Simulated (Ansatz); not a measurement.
System: cubic perovskite-type SrVO$_{3}$, space group Pm-3m (No. 221), 5 atoms in the cell.

```
Sr V O
1.0
     3.84090    0.00000    0.00000
     0.00000    3.84090    0.00000
     0.00000    0.00000    3.84090
Sr V O
1 1 3
Direct
  0.50000 0.50000 0.50000
  0.00000 0.00000 0.00000
  0.00000 0.00000 0.50000
  0.00000 0.50000 0.00000
  0.50000 0.00000 0.00000
```

Ansatz; revPBE, Ansatz PAW, collinear spin, ferromagnetic start that ends with little or no moment, no spin-orbit coupling, 7×7×7 k mesh, 420 eV cutoff, Fermi-Dirac smearing of 0.05 eV.

What does the calculation give for the electronic structure? The path is Γ–X–M–Γ–R–X|M–R.

A metal: 3 bands cross the Fermi level along this path. Bands cross the Fermi level on Γ–X, X–M, M–Γ, Γ–R and R–X, and not on M–R. At R the nearest levels lie 1.99 eV below and 1.62 eV above the Fermi level.

Semilocal functionals often make such compounds metallic where correlation or magnetic order opens a gap, which also shifts bond lengths. The PAW data sets were made with another functional. The cell is at 6 GPa in this functional.

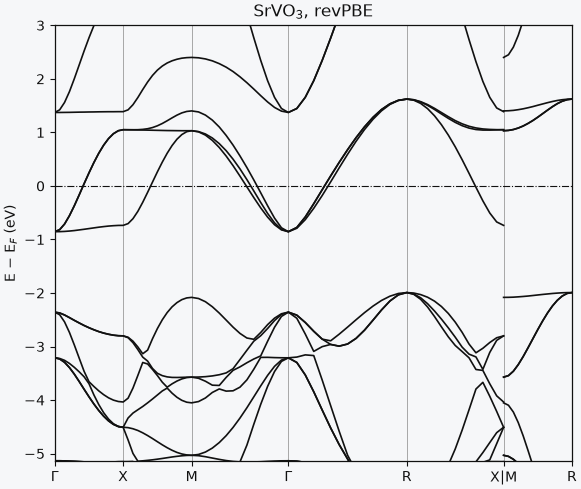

Band structure. Energies are counted from the Fermi level.
